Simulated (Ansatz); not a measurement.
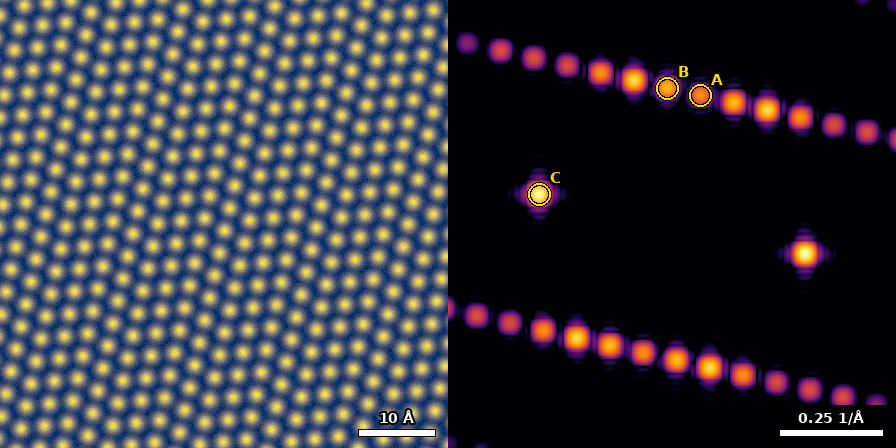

Integrated-DPC-like image of a crystal. Simulated as the projected potential of neutral atoms (B = 0.3 Å²) blurred by a 1.30 Å probe, the thin-sample limit of integrated differential phase contrast. The display is stretched by a gamma of 0.65; percentages refer to the linear signal. Shot noise was added.

The right panel is the modulus of the image's Fourier transform on a logarithmic scale.

Which lattice spacings do the marked spots stand for, and what angle do A and B enclose?

A: 3.1 Å, B: 3.0 Å, C: 3.0 Å; A and B enclose about 14°.

The crystal is Bi (P6_3/mmc, No. 194) along [100]; the spots are (0 -1 0), (0 -1 -1) and (0 0 -4). Model: the geometry given to an electronic-structure calculation, possibly off equilibrium; the starting structure was generated, so it need not be a known form of this composition.
